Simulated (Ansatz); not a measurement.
Si19Mo8 (cell with a defect)

Input

```
crystal:
  lattice:
    - [0.0, 0.0, -7.8730199992]
    - [4.8252710553, 4.8252710553, -3.9365099996]
    - [4.8252710553, -4.8252710553, -3.9365099996]
  atoms:
    - { symbol: Si, position: [0.3315675277, 0.0, 0.6666666667] }
    - { symbol: Si, position: [0.9982341944, 0.0, 0.3333333333] }
    - { symbol: Si, position: [0.3315675277, 0.3333333333, 0.3333333333] }
    - { symbol: Si, position: [0.6649008611, 0.3333333333, 0.6666666667] }
    - { symbol: Si, position: [0.9982341944, 0.6666666667, 0.6666666667] }
    - { symbol: Si, position: [0.6649008611, 0.0, 1.0] }
    - { symbol: Si, position: [0.9982341944, 0.3333333333, 1.0] }
    - { symbol: Si, position: [0.3315675277, 0.6666666667, 1.0] }
    - { symbol: Si, position: [0.6649008611, 0.6666666667, 0.3333333333] }
    - { symbol: Si, position: [0.0017658056, 0.0, 0.6666666667] }
    - { symbol: Si, position: [0.6684324723, 0.0, 0.3333333333] }
    - { symbol: Si, position: [0.0017658056, 0.3333333333, 0.3333333333] }
    - { symbol: Si, position: [0.3350991389, 0.3333333333, 0.6666666667] }
    - { symbol: Si, position: [0.6684324723, 0.6666666667, 0.6666666667] }
    - { symbol: Si, position: [0.3350991389, 0.0, 1.0] }
    - { symbol: Si, position: [0.6684324723, 0.3333333333, 1.0] }
    - { symbol: Si, position: [0.0017658056, 0.6666666667, 1.0] }
    - { symbol: Si, position: [0.3350991389, 0.6666666667, 0.3333333333] }
    - { symbol: Si, position: [0.0, 0.3333333333, 0.6666666667] }
    - { symbol: Mo, position: [0.6666666667, 0.3333333333, 0.3333333333] }
    - { symbol: Mo, position: [0.0, 0.6666666667, 0.3333333333] }
    - { symbol: Mo, position: [0.3333333333, 0.6666666667, 0.6666666667] }
    - { symbol: Mo, position: [0.6666666667, 0.0, 0.6666666667] }
    - { symbol: Mo, position: [0.3333333333, 0.3333333333, 1.0] }
    - { symbol: Mo, position: [0.6666666667, 0.6666666667, 1.0] }
    - { symbol: Mo, position: [1.0, 0.0, 1.0] }
    - { symbol: Mo, position: [0.3333333333, 0.0, 0.3333333333] }
basis:
  ecutwfc: 420
  xc_grid: 2
kpoints:
  mp_grid: { grid: [4, 4, 4], shift: [0.0, 0.0, 0.0] }
hamiltonian:
  xc: pbe
scf:
  occupations: { method: gaussian, width: 0.1 }
output:
  forces: true
  stress: false
  eigenvalues: true
  write_density: true
  write_potential: true
  elf: true
  volumetric_format: npy
relax:
  adjacent_minimum: "off"
  f_tol: 0.025
  max_steps: 45
```

Launched as:

```sh
ansatz run input.yaml --threads 4 --pin off --max-ram 10240MiB --backend cpu --events-out ev --progress --plain --runs-dir out
```

The fields are those of the run's last geometry, not of the input's.

Computed without spin polarisation.

Computed with DFT PBE, scalar-relativistic, plane waves, PAW (Ansatz).

What will maps of the valence pseudo-density and electron localisation function show?

Si–Mo (2.61 Å): ρ at the midpoint is about 0.4 e/Å³; the ELF peaks at about 0.70 in the valence shell of Si, 0.9 Å from its nucleus, and is about 0.40 at the midpoint.
Si–Si (2.61 Å): ρ at the midpoint is about 0.32 e/Å³; the ELF peaks at about 0.55 in the valence shell of Si, 0.9 Å from its nucleus, and is about 0.50 at the midpoint.
Si–Mo (2.63 Å): the density is about 0.39 e/Å³ at the midpoint; the ELF peaks at about 0.80 in the valence shell of Si, 0.9 Å from its nucleus, and is about 0.40 at the midpoint.

Does the calculation make it a metal, or give it a gap?

It is metallic or semimetallic at this level of theory: no gap opens.

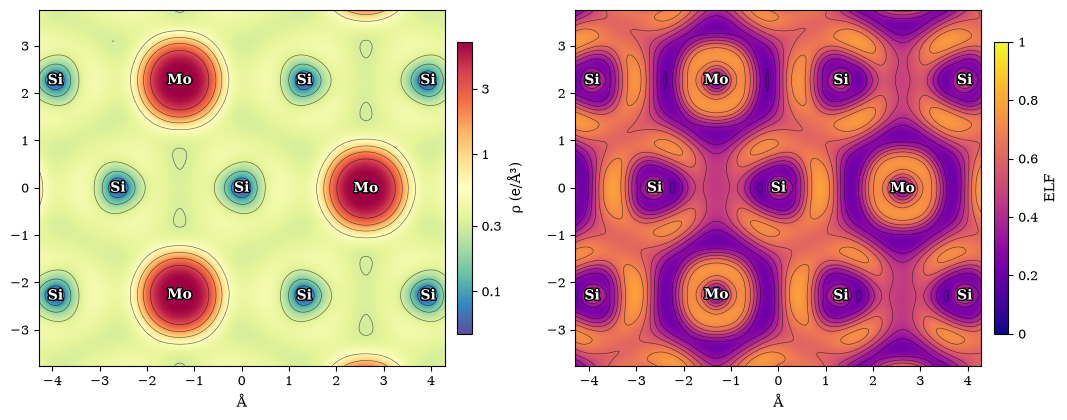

Computed valence pseudo-density and electron localisation function on the (001) plane of the calculation cell, in this order. 
